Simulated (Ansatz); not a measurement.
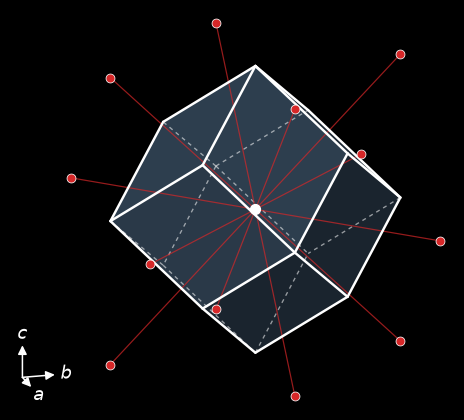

For Mo, the geometry relaxed with DFT r2SCAN, scalar-relativistic, plane waves, PAW (Ansatz 0.2.0): the Wigner–Seitz cell of the crystal's lattice, with lines to the lattice points that define its faces. Symmetry computed with spglib at a tolerance of 0.002 Å; standard conventional cell.

a = 3.987 Å, b = 3.987 Å, c = 3.987 Å, α = 90.00°, β = 90.00°, γ = 90.00°; lattice centring F.

> Describe the polyhedron.

A rhombic dodecahedron: 12 faces (12 with 4 edges), 24 edges, 14 vertices. Its volume is that of the primitive cell, 15.8 Å³.

> Which lattice vectors do the faces bisect?

| example | length (Å) | faces | edges of each | area (Å²) |
| --- | --- | --- | --- | --- |
| 1/2 a + 1/2 b | 2.82 | 12 | 4 | 2.8 |
